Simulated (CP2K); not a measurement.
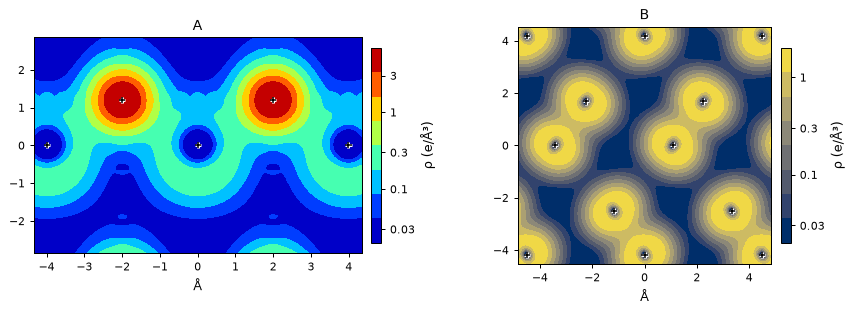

The valence pseudo-density of 2 systems, each on a plane through atoms (crosses mark nuclei in the plane).

The calculation used CP2K 2026.2, Kohn-Sham DFT of a periodic cell, PBE, GTH-PBE with UZH-TZVP basis.

System 1: Cl, the (100) plane of the conventional cell. Space group Cmce; changed on purpose from its base cell (strain c = 0.02).

```
Cl
1.0
     5.11563    3.65983    0.00000
    -2.61832    3.65983    0.00000
     0.00000    0.00000    8.37420
Cl
8
Direct
  0.00000 0.63000 0.40000
  0.50000 0.13000 0.40000
  0.00000 0.87000 0.90000
  0.50000 0.37000 0.90000
  0.00000 0.37000 0.60000
  0.50000 0.87000 0.60000
  0.00000 0.13000 0.10000
  0.50000 0.63000 0.10000
```

System 2: PbO, the (010) plane of the conventional cell. Space group P4/nmm; computed pressure about 5 GPa in this cell.

```
Pb O
1.0
     3.99000    0.00000    0.00000
     0.00000    3.99000    0.00000
     0.00000    0.00000    5.01000
Pb O
2 2
Direct
  0.50000 0.00000 0.76000
  0.00000 0.50000 0.24000
  0.50000 0.50000 0.00000
  0.00000 0.00000 0.00000
```

### Which map belongs to which system?

Panel A is system 2, PbO: the plane holds Pb and O. Pb–O (2.33 Å): the density is about 0.28 e/Å³ at the midpoint. Panel B is system 1, Cl: the plane holds Cl. Cl–Cl (2.04 Å): ρ is about 0.93 e/Å³ halfway.
